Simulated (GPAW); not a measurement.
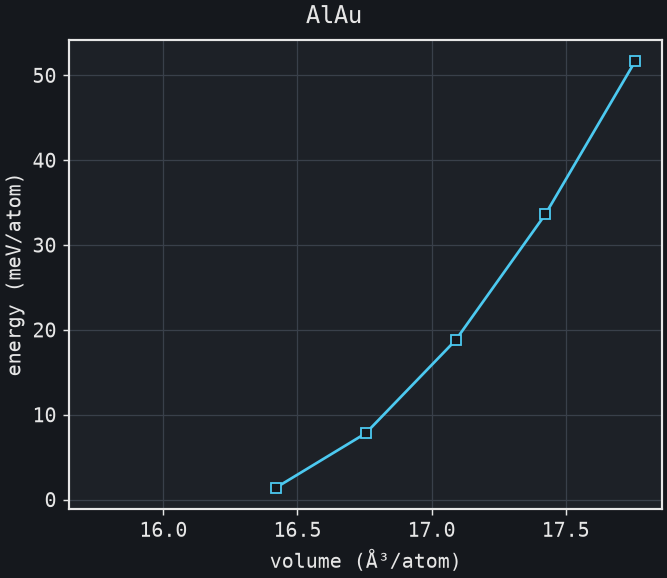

The plot gives the computed energy against volume for AlAu, space group Pm-3m (No. 221).

Cell as given: a = 3.224 Å, b = 3.224 Å, c = 3.224 Å, α = 90.00°, β = 90.00°, γ = 90.00°; 2 atoms.

Computed with GPAW 26.7.0: PAW DFT in plane waves, on a grid or in atomic orbitals, no spin polarisation; energies at scaled volumes of the given cell, shape and fractions fixed, counted from the fit's minimum, third-order Birch-Murnaghan fit. Level: r2SCAN.

k mesh 8×8×8; occupations Fermi–Dirac; smearing width 0.05 eV; potentials GPAW PAW data sets (gpaw data 1.2.1); wave cutoff 600 eV; program settings basis pw.

The points at volume 15.75 Å³/atom and 16.08 Å³/atom are left out of the plot. What values does the calculation give there?

```tsv
volume (Å³/atom)	energy (meV/atom)
15.75	5.21
16.08	0.31
```

Limits of the calculation: spin-orbit coupling left out, heavy elements.
